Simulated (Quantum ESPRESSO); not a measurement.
# 1T-PbI2, 1 layer, stepped through biaxial strain, part 2 of 9

What law, if any, do the results for 1T-PbI2, 1 layer follow against biaxial strain?

Quantum ESPRESSO 7.5; plane-wave DFT, PBE, GBRV ultrasoft pseudopotentials.

So far. Step 2 (Variable-cell relaxation of the reference):  The last row is no step: it is a fresh SCF in the final cell with a new plane-wave basis, -0 meV from the row before.

## Step 3: Relaxing the ions, -4 %

Contents of m0.relax.in:

```
&control
  prefix = 'm0.relax'
  outdir = './out'
  pseudo_dir = './pseudo'
  nstep = 40
  forc_conv_thr = 0.0003
  calculation = 'relax'
  tstress = .true.
/
&system
  ibrav = 0
  nat = 3
  ntyp = 2
  ecutwfc = 50
  ecutrho = 250
  occupations = 'smearing'
  smearing = 'fd'
  degauss = 0.002
/
&electrons
  conv_thr = 1e-09
  mixing_beta = 0.4
  electron_maxstep = 120
  mixing_mode = 'plain'
/
&ions
/
ATOMIC_SPECIES
  I   126.9045  i_pbe_v1.uspp.F.UPF
  Pb  207.2000  pb_pbe_v1.uspp.F.UPF
CELL_PARAMETERS angstrom
  4.47883271424000 0.00000000000000 0.00000000000000
  -2.23941635712000 3.87878291040000 0.00000000000000
  0.00000000000000 0.00000000000000 16.78885438200000
ATOMIC_POSITIONS crystal
  I   0.666666666700 0.333333333300 0.389090454900
  Pb  0.000000000000 0.000000000000 0.500000000000
  I   0.333333333300 0.666666666700 0.610909545100
K_POINTS automatic
  6 6 1 0 0 0
```

Run with:

```bash
OMP_NUM_THREADS=1 mpirun -n 4 pw.x -nk 2 -in m0.relax.in > m0.relax.out
```

The log of the run:

```text
[banner, memory and clock lines left out]
Program PWSCF v.7.5 starts
[citation notice left out]

[...]
Message from routine setup:
[...]
bravais-lattice index     =            0
     lattice parameter (alat)  =       8.4638  a.u.
     unit-cell volume          =    1968.2397 (a.u.)^3
     number of atoms/cell      =            3
     number of atomic types    =            2
     number of electrons       =        28.00
     number of Kohn-Sham states=           18
     kinetic-energy cutoff     =      50.0000  Ry
     charge density cutoff     =     250.0000  Ry
     scf convergence threshold =      1.0E-09
     mixing beta               =       0.4000
     number of iterations used =            8  plain     mixing
     energy convergence thresh.=      1.0E-04
     force convergence thresh. =      3.0E-04
     Exchange-correlation= SLA  PW   PBE  PBE
                           (   1   4   3   4   0   0   0)
     nstep                     =           40

[...]
PseudoPot. # 1 for I  read from file:
     ./pseudo/i_pbe_v1.uspp.F.UPF
     Pseudo is Ultrasoft + core correction, Zval =  7.0
     Generated by new atomic code, or converted to UPF format
     Using radial grid of  893 points,  6 beta functions with:
                l(1) =   0
                l(2) =   0
                l(3) =   1
                l(4) =   1
                l(5) =   2
                l(6) =   2
     Q(r) pseudized with  8 coefficients,  rinner =    1.500   1.500   1.500
                                                       1.500   1.500

     PseudoPot. # 2 for Pb read from file:
     ./pseudo/pb_pbe_v1.uspp.F.UPF
     Pseudo is Ultrasoft + core correction, Zval = 14.0
     Generated by new atomic code, or converted to UPF format
     Using radial grid of  899 points,  6 beta functions with:
                l(1) =   0
                l(2) =   0
                l(3) =   1
                l(4) =   1
                l(5) =   2
                l(6) =   2
     Q(r) pseudized with  6 coefficients,  rinner =    1.000   1.000   1.000
                                                       1.000   1.000

     atomic species   valence    mass     pseudopotential
     I                 7.00   126.90450     I ( 1.00)
     Pb               14.00   207.20000     Pb( 1.00)

     12 Sym. Ops., with inversion, found

[...]
number of k points=     7  Fermi-Dirac smearing, width (Ry)=  0.0020
[...]
Dense  grid:   131463 G-vectors     FFT dimensions: (  45,  45, 160)

     Smooth grid:    93785 G-vectors     FFT dimensions: (  40,  40, 144)

     Check: negative core charge=   -0.000002

     Initial potential from superposition of free atoms

     starting charge      27.9974, renormalised to      28.0000

     negative rho (up, down):  1.824E-02 0.000E+00
     Starting wfcs are   17 randomized atomic wfcs +    1 random wfcs

     per-process dynamical memory:    52.7 Mb

     Self-consistent Calculation

     iteration #  1     ecut=    50.00 Ry     beta= 0.40
     Davidson diagonalization with overlap
     ethr =  1.00E-02,  avg # of iterations =  5.0

     Threshold (ethr) on eigenvalues was too large:
     Diagonalizing with lowered threshold

     Davidson diagonalization with overlap
     ethr =  1.86E-04,  avg # of iterations =  5.4

     negative rho (up, down):  1.755E-02 0.000E+00

     total energy              =    -295.59020078 Ry
     estimated scf accuracy    <       0.04954615 Ry

     iteration #  2     ecut=    50.00 Ry     beta= 0.40
[...]
negative rho (up, down):  1.750E-02 0.000E+00

[...]
total energy              =    -295.59994702 Ry
     estimated scf accuracy    <       0.00852546 Ry

     iteration #  3     ecut=    50.00 Ry     beta= 0.40
[...]
negative rho (up, down):  1.735E-02 0.000E+00

[...]
total energy              =    -295.60146991 Ry
     estimated scf accuracy    <       0.00136966 Ry

     iteration #  4     ecut=    50.00 Ry     beta= 0.40
[...]
negative rho (up, down):  1.727E-02 0.000E+00

[...]
total energy              =    -295.60164175 Ry
     estimated scf accuracy    <       0.00020234 Ry

     iteration #  5     ecut=    50.00 Ry     beta= 0.40
[...]
negative rho (up, down):  1.737E-02 0.000E+00

[...]
total energy              =    -295.60169915 Ry
     estimated scf accuracy    <       0.00000755 Ry

     iteration #  6     ecut=    50.00 Ry     beta= 0.40
[...]
negative rho (up, down):  1.749E-02 0.000E+00

[...]
total energy              =    -295.60170404 Ry
     estimated scf accuracy    <       0.00000190 Ry

     iteration #  7     ecut=    50.00 Ry     beta= 0.40
[...]
negative rho (up, down):  1.749E-02 0.000E+00

[...]
total energy              =    -295.60170456 Ry
     estimated scf accuracy    <       0.00000006 Ry

     iteration #  8     ecut=    50.00 Ry     beta= 0.40
[...]
negative rho (up, down):  1.749E-02 0.000E+00

[...]
total energy              =    -295.60170460 Ry
     estimated scf accuracy    <          9.4E-09 Ry

     iteration #  9     ecut=    50.00 Ry     beta= 0.40
[...]
negative rho (up, down):  1.749E-02 0.000E+00

[...]
total energy              =    -295.60170460 Ry
     estimated scf accuracy    <          1.2E-09 Ry

     iteration # 10     ecut=    50.00 Ry     beta= 0.40
[...]
negative rho (up, down):  1.749E-02 0.000E+00

[...]
End of self-consistent calculation

          k = 0.0000 0.0000 0.0000 ( 11831 PWs)   bands (ev):

   -17.8699 -17.8699 -17.8496 -17.8432 -17.8432 -14.0119 -13.4230  -8.5838
    -3.2031  -2.8142  -2.8142  -2.5516  -2.5516  -2.3195   0.6262   1.5975
     1.5975   3.4406

          k = 0.0000 0.1925 0.0000 ( 11795 PWs)   bands (ev):

   -17.8811 -17.8653 -17.8477 -17.8446 -17.8421 -13.8808 -13.3447  -8.6995
    -3.7366  -3.2690  -3.1385  -3.0395  -2.5396  -1.9401   1.1351   1.7360
     1.8526   3.8161

[...]
the Fermi energy is    -0.4212 ev

!    total energy              =    -295.60170460 Ry
     estimated scf accuracy    <          1.1E-10 Ry
     smearing contrib. (-TS)   =       0.00000000 Ry
     internal energy E=F+TS    =    -295.60170460 Ry

     The total energy is F=E-TS. E is the sum of the following terms:
     one-electron contribution =    -465.07161118 Ry
     hartree contribution      =     240.94630722 Ry
     xc contribution           =    -160.20221192 Ry
     ewald contribution        =      88.72581128 Ry

     convergence has been achieved in  10 iterations

     negative rho (up, down):  1.749E-02 0.000E+00

     Forces acting on atoms (cartesian axes, Ry/au):

     atom    1 type  1   force =    -0.00000000    0.00000000   -0.01542000
     atom    2 type  2   force =     0.00000000    0.00000000    0.00000000
     atom    3 type  1   force =    -0.00000000    0.00000000    0.01542000

     Total force =     0.021807     Total SCF correction =     0.000005

     Computing stress (Cartesian axis) and pressure

     negative rho (up, down):  1.749E-02 0.000E+00
          total   stress  (Ry/bohr**3)                   (kbar)     P=        9.73
   0.00007189   0.00000000   0.00000000           10.58        0.00        0.00
   0.00000000   0.00007189   0.00000000            0.00       10.58        0.00
   0.00000000   0.00000000   0.00005472            0.00        0.00        8.05

     BFGS Geometry Optimization
     Energy error            =      4.8E-04 Ry
     Gradient error          =      1.5E-02 Ry/Bohr

     number of scf cycles    =   1
     number of bfgs steps    =   0

     energy             new  =    -295.6017046039 Ry

     new trust radius        =       0.0154199997 bohr
     new conv_thr            =       0.0000000010 Ry

ATOMIC_POSITIONS (crystal)
I                0.6666666667        0.3333333333        0.3886044234
Pb               0.0000000000        0.0000000000        0.5000000000
I                0.3333333333        0.6666666667        0.6113955766

[...]
NEW-OLD atomic charge density approx. for the potential

     Check: negative core charge=   -0.000002

     negative rho (up, down):  1.748E-02 0.000E+00

     per-process dynamical memory:    59.7 Mb

[...]
!    total energy              =    -295.60216040 Ry
[...]
Total force =     0.019988     Total SCF correction =     0.000058
[...]
number of bfgs steps    =   1
[...]
energy             new  =    -295.6021603968 Ry
[...]
WARNING: bfgs curvature condition failed, Theta= 0.873
     new trust radius        =       0.0169619997 bohr
[...]
!    total energy              =    -295.60261602 Ry
[...]
Total force =     0.017998     Total SCF correction =     0.000016
[...]
number of bfgs steps    =   2
[...]
energy             new  =    -295.6026160236 Ry
[...]
new trust radius        =       0.0254429995 bohr
[...]
!    total energy              =    -295.60320999 Ry
[...]
Total force =     0.015021     Total SCF correction =     0.000004
[...]
number of bfgs steps    =   3
[...]
energy             new  =    -295.6032099891 Ry
[...]
new trust radius        =       0.0381644992 bohr
[...]
!    total energy              =    -295.60390131 Ry
[...]
Total force =     0.010607     Total SCF correction =     0.000002
[...]
number of bfgs steps    =   4
[...]
energy             new  =    -295.6039013053 Ry
[...]
new trust radius        =       0.0572467488 bohr
[...]
!    total energy              =    -295.60450049 Ry
[...]
Total force =     0.004250     Total SCF correction =     0.000012
[...]
number of bfgs steps    =   5
[...]
energy             new  =    -295.6045004865 Ry
[...]
new trust radius        =       0.0382730636 bohr
[...]
!    total energy              =    -295.60461888 Ry
[...]
Total force =     0.000143     Total SCF correction =     0.000005
[...]
number of bfgs steps    =   6
[...]
energy             new  =    -295.6046188803 Ry
[...]
new trust radius        =       0.0013305036 bohr
[...]
Self-consistent Calculation

     iteration #  1     ecut=    50.00 Ry     beta= 0.40
     Davidson diagonalization with overlap
     ethr =  1.00E-06,  avg # of iterations =  2.0

     Threshold (ethr) on eigenvalues was too large:
     Diagonalizing with lowered threshold

     Davidson diagonalization with overlap
     ethr =  1.25E-10,  avg # of iterations =  4.7

     negative rho (up, down):  1.729E-02 0.000E+00

     total energy              =    -295.60461899 Ry
     estimated scf accuracy    <       0.00000008 Ry

[...]
iteration #  5     ecut=    50.00 Ry     beta= 0.40
[...]
negative rho (up, down):  1.729E-02 0.000E+00

[...]
End of self-consistent calculation

          k = 0.0000 0.0000 0.0000 ( 11831 PWs)   bands (ev):

   -17.9860 -17.9860 -17.9623 -17.9588 -17.9588 -13.8480 -13.3694  -8.7576
    -3.3033  -2.6765  -2.6765  -2.4502  -2.4502  -2.3284   0.7009   1.5775
     1.5775   3.4481

          k = 0.0000 0.1925 0.0000 ( 11795 PWs)   bands (ev):

   -17.9921 -17.9802 -17.9643 -17.9593 -17.9586 -13.7275 -13.2960  -8.8285
    -3.5859  -3.3113  -2.9987  -2.9662  -2.4671  -1.9925   1.1294   1.6407
     1.7654   3.8196

[...]
the Fermi energy is    -0.3356 ev

!    total energy              =    -295.60461902 Ry
     estimated scf accuracy    <          6.3E-12 Ry
     smearing contrib. (-TS)   =       0.00000000 Ry
     internal energy E=F+TS    =    -295.60461902 Ry

     The total energy is F=E-TS. E is the sum of the following terms:
     one-electron contribution =    -450.90839260 Ry
     hartree contribution      =     233.81621577 Ry
     xc contribution           =    -160.14382063 Ry
     ewald contribution        =      81.63137844 Ry

     convergence has been achieved in   5 iterations

     negative rho (up, down):  1.729E-02 0.000E+00

     Forces acting on atoms (cartesian axes, Ry/au):

     atom    1 type  1   force =     0.00000000   -0.00000000   -0.00000084
     atom    2 type  2   force =     0.00000000    0.00000000    0.00000000
     atom    3 type  1   force =     0.00000000    0.00000000    0.00000084

     Total force =     0.000001     Total SCF correction =     0.000004
     SCF correction compared to forces is large: reduce conv_thr to get better values

     Computing stress (Cartesian axis) and pressure

     negative rho (up, down):  1.729E-02 0.000E+00
          total   stress  (Ry/bohr**3)                   (kbar)     P=        3.31
   0.00003401  -0.00000000   0.00000000            5.00       -0.00        0.00
   0.00000000   0.00003401   0.00000000            0.00        5.00        0.00
   0.00000000   0.00000000  -0.00000045            0.00        0.00       -0.07

     Energy error            =      1.4E-07 Ry
     Gradient error          =      8.4E-07 Ry/Bohr

     bfgs converged in   8 scf cycles and   7 bfgs steps
     (criteria: energy <  1.0E-04 Ry, force <  3.0E-04 Ry/Bohr)

     End of BFGS Geometry Optimization

     Final energy             =    -295.6046190182 Ry

     File ./out/m0.relax.bfgs deleted, as requested
Begin final coordinates

ATOMIC_POSITIONS (crystal)
I                0.6666666667        0.3333333333        0.3830122299
Pb              -0.0000000000        0.0000000000        0.5000000000
I                0.3333333333        0.6666666667        0.6169877701
End final coordinates

[...]
```

Wall time 100 s (4 MPI ranks of Arm Neoverse V1, shared host); peak memory 0.73 GiB.

Step by step:

| step | energy less that of the first step (eV) | largest force (eV/Å) |
| --- | --- | --- |
| 1 | 0.0000 | 0.3965 |
| 2 | -0.0062 | 0.3634 |
| 3 | -0.0124 | 0.3272 |
| 4 | -0.0205 | 0.2731 |
| 5 | -0.0299 | 0.1928 |
| 6 | -0.0380 | 0.0773 |
| 7 | -0.0396 | 0.0026 |
| 8 | -0.0397 | 0.0000 |

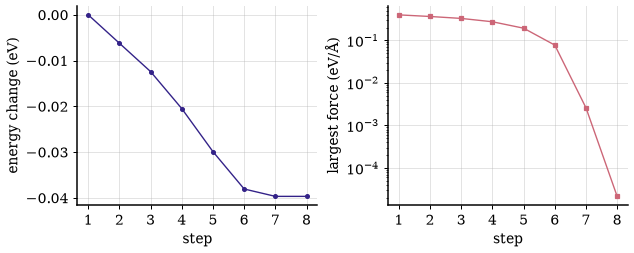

Energy and largest force along the relaxation.

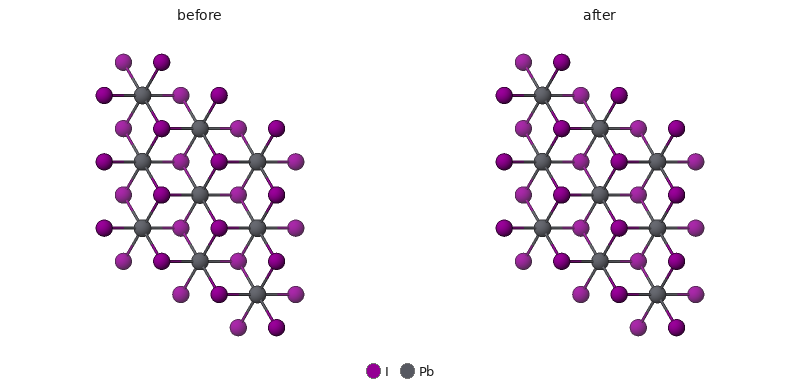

Before and after, at one scale.

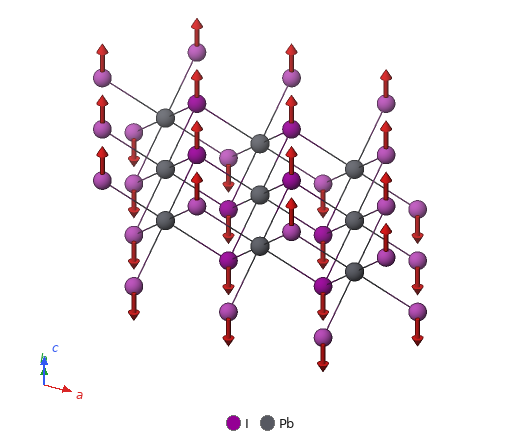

Displacements in the relaxation, exaggerated; the longest in the cell stands for 0.10 Å. 2×2×1 cells are drawn. Some periodic images of atoms are drawn too.

The atoms that moved most (Å):

| atom | dx | dy | dz | length |
| --- | --- | --- | --- | --- |
| I1 | 0.000 | 0.000 | -0.102 | 0.102 |
| I3 | 0.000 | 0.000 | 0.102 | 0.102 |

Final coordinates:

```xyz
3
Lattice="4.4788 0.0000 0.0000 -2.2394 3.8788 0.0000 0.0000 0.0000 16.7889" Properties=species:S:1:pos:R:3
I     2.2394    1.2929    6.4303
Pb    0.0000    0.0000    8.3944
I     0.0000    2.5859   10.3585
```

The relaxation lowers the energy by 13 meV an atom.

Numbers from this step:

```
free energy  : -4021.9057 eV
Fermi energy : -0.3356 eV
```

(Continued in part 3 of 9.)

[Logs are printed without paths, hosts, clocks, repeated set-up lines and the standing remarks that a program may print on its own settings, such as how far it seeks lower states.]

[Hosts, paths, dates, database ids (printed as entryN), source tags and the programs' standing remarks are cut or masked in the printed files.]

[Maps of the electrostatic potential energy from Ansatz leave out the sawtooth potential of an applied field or a dipole correction, so their vacuum need not be flat; planar profiles and work functions include it.]
